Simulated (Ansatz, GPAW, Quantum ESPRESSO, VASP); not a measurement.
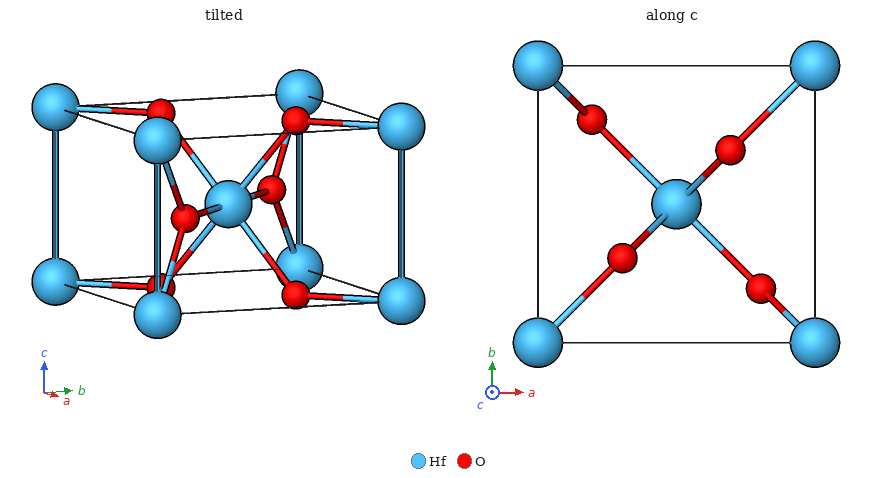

HfO₂, rutile, space group P4₂/mnm (No. 136), a = 4.814 Å, b = 4.814 Å, c = 3.205 Å, α = 90.00°, β = 90.00°, γ = 90.00°. Ball-and-stick drawing of the structure, looking slightly off an axis and along the c axis. The conventional unit cell is outlined; an atom on or near a face, edge or corner is repeated at each equivalent position. The cell is a structure listed in the Materials Project. Other forms of this composition are known.

One fixed geometry in four programs or potential sets. Alike in all runs: functional PBE; k mesh 6 × 6 × 8 on the run's cell of 6 atoms; occupations fermi-dirac, width 0.05 eV; no spin polarisation; no spin-orbit coupling.

| program | gap (eV) | pressure (GPa) |
| --- | --- | --- |
| Quantum ESPRESSO (SSSP 1.3 efficiency) | 4.03 | 6.6 |
| Ansatz LAPW (all-electron) | 4.04 | 8.6 |
| VASP (PBE potentials, release 64 Hf_pv, O) | ? | ? |
| GPAW (PAW data 1.2.1) | 4.00 | 9.5 |

What does VASP (PBE potentials, release 64 Hf_pv, O) give?

Answer. A gap of 3.98 eV and a pressure of 5.6 GPa. The other rows span 4.00 to 4.04 eV and 6.6 to 9.5 GPa.

Is this cell larger or smaller than the equilibrium cell of this functional?

Answer. Smaller: all pressures given are positive (5.6 to 9.5 GPa), so its volume would grow.

Gaps are the least found on the k-mesh, which can miss the band edges. Plane-wave pressures hold the error of each finite cutoff.

Caveat: spin-orbit coupling is left out, which shifts the gaps of compounds of heavy elements.
